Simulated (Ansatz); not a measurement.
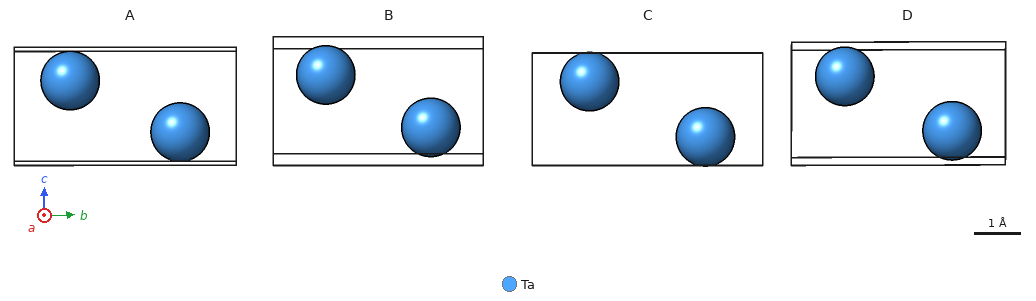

4 geometries from one relaxation of a crystal of Ta (set up in P-1), in shuffled order. A ball-and-stick model of the cell of the calculation, reduced to other axes, seen along the a axis. Lengths and directions refer to the drawn axes.

Case: all atoms moved at random, sigma 0.25 Å for each component; relaxed back.

These are results of DFT PBEsol, scalar-relativistic, plane waves, PAW (Ansatz 0.2.0), not measurements. Set-up: plane-wave cutoff 420 eV; k-point mesh 12 × 12 × 8; occupations gaussian; smearing width 0.15 eV; no spin polarisation; cell and atoms relaxed; force threshold 0.01 eV/Å; at most 80 steps.

**Order the frames from highest to lowest energy.**

C, A, D, B. They are steps 0, 1, 2, 8, at +182 meV per atom, +67.6 meV per atom, +17.2 meV per atom relative to the last. After 6 accepted moves (8 points after the start) the energy has fallen by 182 meV per atom. The largest force component goes from 0.53 to under 0.0001 eV/Å. The pressure goes from −0.77 to 0.00 GPa. The SCF was repeated twice at an unchanged geometry on a basis and grid sized afresh for the cell, which shifted the energy by 1.0 meV per atom at most. The largest moves relative to the cell, 0.11 Å, are those of Ta atoms. The volume changes by −2.7 %, with a = c 2.867 → 2.839 Å (−1.0 %), b 5.091 → 4.641 Å (−8.9 %), β 120.0° → 109.4°. Some distances before and after: Ta–Ta 3.709 → 3.280 Å, Ta–Ta 2.867 → 3.279 Å, Ta–Ta 3.426 → 3.280 Å, Ta–Ta 2.984 → 2.841 Å. Within 0.06 Å the space group is P2_1/m at the start and Im-3m at the end; at a tighter tolerance small leftover displacements or strains of the cell lower it.
